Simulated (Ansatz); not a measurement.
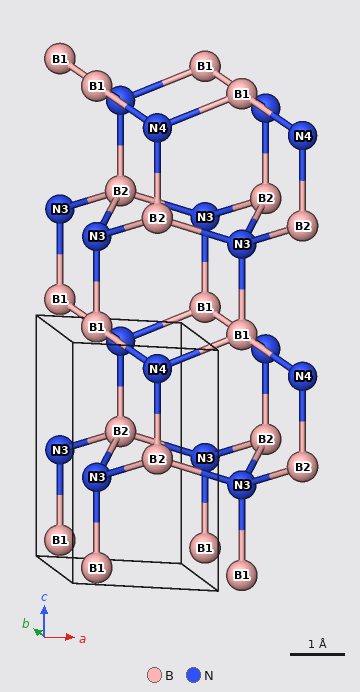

The starting point is a symmetric starting cell of BN (made from another compound by putting B in place of Ga). Style: ball-and-stick. Shown: the cell of the calculation, repeated 2 × 2 × 2 with one cell outlined, slightly off an axis.

The calculation used DFT PBE, scalar-relativistic, plane waves, PAW (Ansatz). Set-up: plane-wave cutoff 420 eV; k-point mesh 9 × 9 × 6; occupations gaussian; smearing width 0.02 eV; no spin polarisation.

Now this is done to it. All lengths are scaled by +2.9 % (volume +8.8 %), the atoms keeping their fractional coordinates. No relaxation follows. The starting cell wasn't computed here and needn't be at equilibrium, so pressure and forces aren't due to the change alone.

Input
```yaml
crystal:
  lattice:
    - [2.8847034421, 0.0, 0.0]
    - [-1.4423517211, 2.4982264632, 0.0]
    - [0.0, 0.0, 4.6862828845]
  atoms:
    - { symbol: B, position: [0.3333333333, 0.6666666667, 0.0] }
    - { symbol: B, position: [0.6666666667, 0.3333333333, 0.5] }
    - { symbol: "N", position: [0.3333333333, 0.6666666667, 0.375] }
    - { symbol: "N", position: [0.6666666667, 0.3333333333, 0.875] }
basis:
  ecutwfc: 420
kpoints:
  mp_grid: { grid: [9, 9, 6] }
hamiltonian:
  xc: pbe
scf:
  occupations: { method: gaussian, width: 0.02 }
output:
  forces: true
  stress: true
  eigenvalues: true
```

Predict the response.

The pressure is −66.5 GPa (not all of it need come from the change, since the unchanged cell can be under pressure at this level too). The principal stresses (compression positive) are −62.4 GPa along c and −68.5 GPa across it. The largest forces, 0.043 eV/Å, act on B1, B2, N3 and N4. Near-neighbour distances before and after: B–N 1.714 → 1.757 to 1.765 Å. The space group stays P6_3mc (No. 186).

The changed structure in the same view:

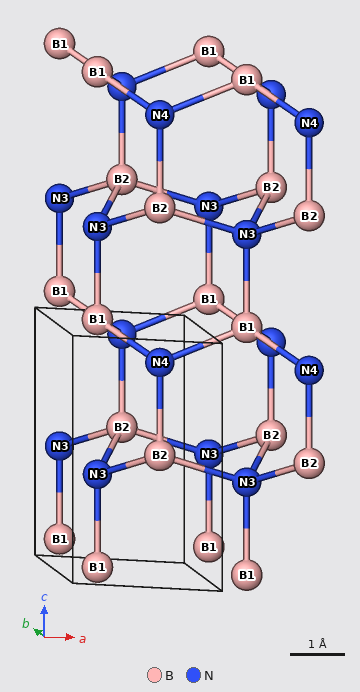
